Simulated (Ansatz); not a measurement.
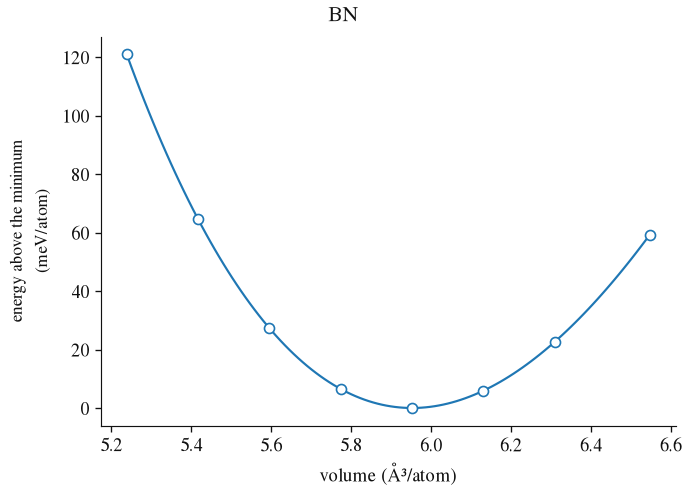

The figure shows the energy above the minimum against volume for BN, space group F-43m (No. 216).

Starting cell:
```yaml
crystal:
  lattice:
    - [0.00000, 1.81235, 1.81235]
    - [1.81235, 0.00000, 1.81235]
    - [1.81235, 1.81235, 0.00000]
  atoms:
    - { symbol: B, position: [0.00000, 0.00000, 0.00000] }
    - { symbol: N, position: [0.75000, 0.75000, 0.75000] }
```

Method: third-order Birch-Murnaghan fit to density functional energies at scaled volumes of the given relaxed cell, shape and atoms relaxed at each volume; energies count from the fitted minimum; plane waves with PAW datasets, Γ-centred k mesh (Ansatz 0.2.0). Level: PBE, no spin polarisation.

- wave cutoff: 420 eV
- k mesh: 12×12×12
- occupations: Gaussian
- smearing width: 0.02 eV

This calculation gives: equilibrium volume 5.95 Å³/atom and bulk modulus 371 GPa.

Now B is replaced by Ga on all its sites, which gives GaN in the same structure. The second calculation uses k mesh 10×10×10. Predict the effect.

The equilibrium volume rises from 5.95 to 11.76 Å³/atom (+98 %) and the bulk modulus falls from 371 to 172 GPa (−54 %).

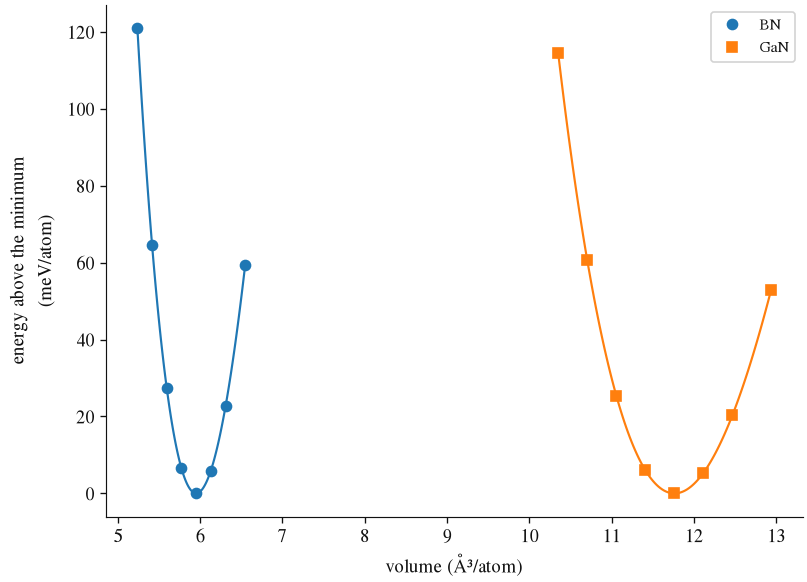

The two results together.

V0 and the bulk modulus come from third-order Birch–Murnaghan fits.
